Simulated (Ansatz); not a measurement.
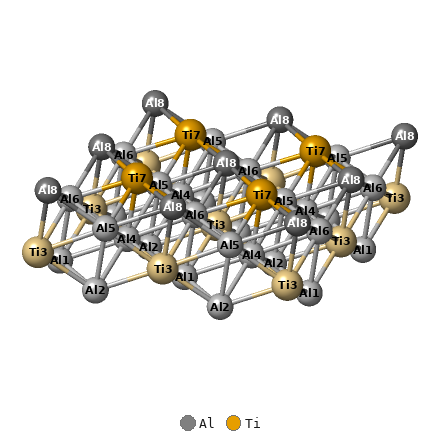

The system is H on a TiAl₃(110) slab cut from the I4/mmm phase, its upper half relaxed before the scan (8 atoms of substrate and one adsorbate in a 1 × 1 cell); the picture shows it without the atoms that are moved over the map. H is moved over the surface cell at a fixed height above a rigid substrate; the origin of the map has the adsorbate above Al8; the height is held at 2.20 Å. Places are given modulo a cell vector. The map is drawn in real space over the plane of the surface. The scan uses a 6 × 6 grid; 13 points were computed and 23 follow by symmetry. Energies: eV, counted from the lowest grid point. The runs have no spin polarisation, so an open-shell adsorbate far from the surface lies too high. With one adsorbate in each 1 × 1 cell, its nearest image is 5.0 Å away, so neighbouring adsorbates interact. At a fixed height the lowest place need not be the adsorption site. These are results of DFT PBE+D3(BJ), scalar-relativistic, plane waves, PAW (Ansatz 0.2.0), not measurements. Settings: cutoff 420 eV, k-mesh 6×6×1, gaussian smearing 0.1 eV, no spin polarisation.

Range: position of H9 along the first surface vector from 0.000 to 0.833; position of H9 along the second surface vector from 0.000 to 0.833.

Question: Predict the map.

Answer: The lowest grid point is at the top site over a surface Ti atom, (3/6, 3/6) of the cell vectors. The highest grid point, (1/6, 2/6) of the cell vectors [nearest 1 Ti at 3.13 Å and 1 Al at 3.09 Å], lies 0.92 eV above the lowest. On the interpolated surface the easiest way out of the lowest well to its copy in the next cell or period passes a barrier of about 0.081 eV. At the lowest point the adsorbate has 1 Ti at 2.26 Å as nearest neighbours, at the highest 1 Ti at 3.13 Å and 1 Al at 3.09 Å.

```
second ↓, first →   0/6   1/6   2/6   3/6   4/6   5/6
              5/6  0.29  0.08  0.28  0.66  0.92  0.74
              4/6  0.72  0.28  0.06  0.21  0.62  0.92
              3/6  0.91  0.66  0.21  0.00  0.21  0.66
              2/6  0.72  0.92  0.62  0.21  0.06  0.28
              1/6  0.29  0.74  0.92  0.66  0.28  0.08
              0/6  0.07  0.29  0.72  0.91  0.72  0.29
```

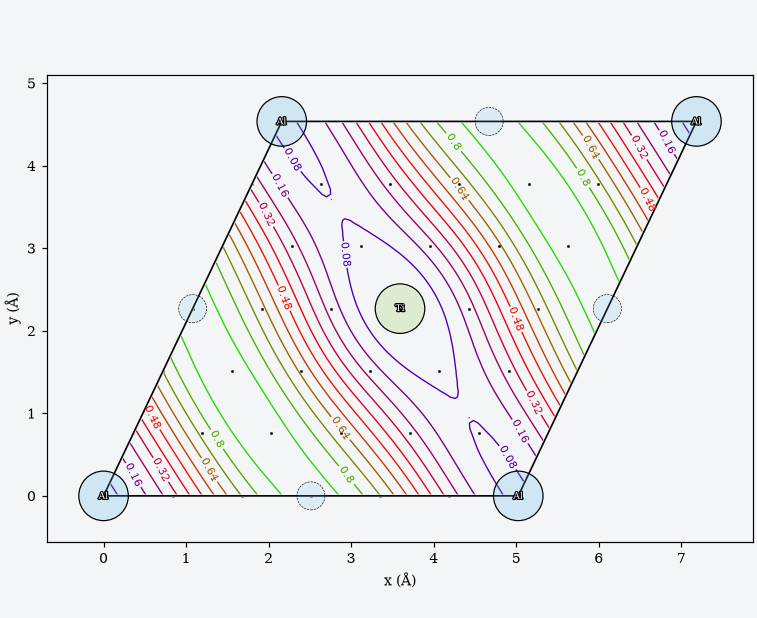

The picture shows contour lines labelled in eV, dots at the grid points, labelled circles for the atoms of the top layer and small ones for the second layer, the outline of one cell of the plane. Between grid points the surface is interpolated.

Each point was launched as `ansatz run input.yaml --threads 1 --pin off --max-ram 3072MiB --backend cpu --events-out ev --progress --plain --runs-dir out`. Time for the 13 points that were run: 5.8 min on 1 thread of Arm Neoverse V1, on a shared host.

PAW datasets: the set soft_1.
